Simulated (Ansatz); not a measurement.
System: GaAs (slab).

```yaml
crystal:
  lattice:
    - [4.06260, 0.00000, 0.00000]
    - [0.00000, 5.74538, 0.00000]
    - [0.00000, 0.00000, 29.19314]
  atoms:
    - { symbol: Ga, position: [0.50045, 0.42679, 0.28440] }
    - { symbol: As, position: [0.00045, 0.64020, 0.26261] }
    - { symbol: Ga, position: [0.00043, 0.84814, 0.33823] }
    - { symbol: As, position: [0.50043, 0.09929, 0.33822] }
    - { symbol: Ga, position: [0.50047, 0.36752, 0.40438] }
    - { symbol: As, position: [0.00044, 0.61584, 0.41179] }
    - { symbol: Ga, position: [0.00033, 0.82230, 0.49003] }
    - { symbol: As, position: [0.50039, 0.14948, 0.47880] }
```

Not relaxed (largest force 1.7 eV/Å).

Method: Ansatz 0.2.0, DFT PBE, scalar-relativistic, plane waves, PAW.

**What will maps of the valence pseudo-density and electron localisation function show?**

Ga–As (2.51 Å): the density is about 0.44 e/Å³ at the midpoint; the ELF peaks at about 0.70 in the valence shell of As, 1.2 Å from its nucleus, and is about 0.70 at the midpoint.
Ga–As (2.57 Å): ρ at the midpoint is about 0.4 e/Å³; the ELF peaks at about 0.75 between the atoms.

**Does the calculation give a band gap?**

It is metallic or semimetallic at this level of theory: no gap opens.

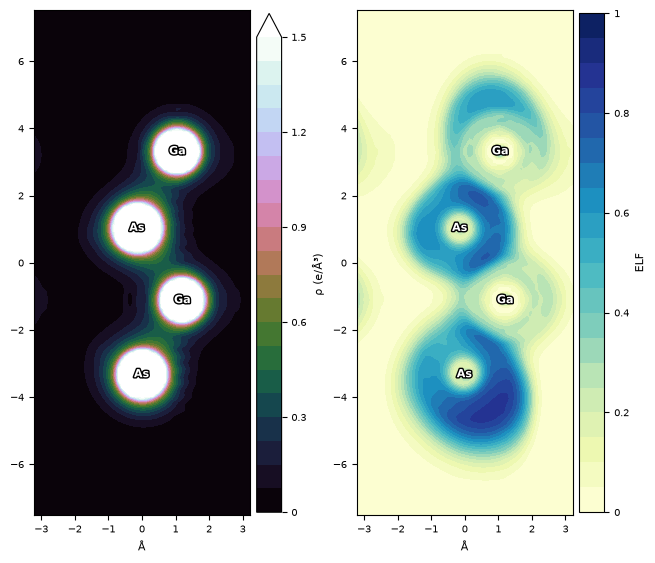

Computed valence pseudo-density and electron localisation function on the (100) plane of the calculation cell, a cut from vacuum to vacuum, in this order. 
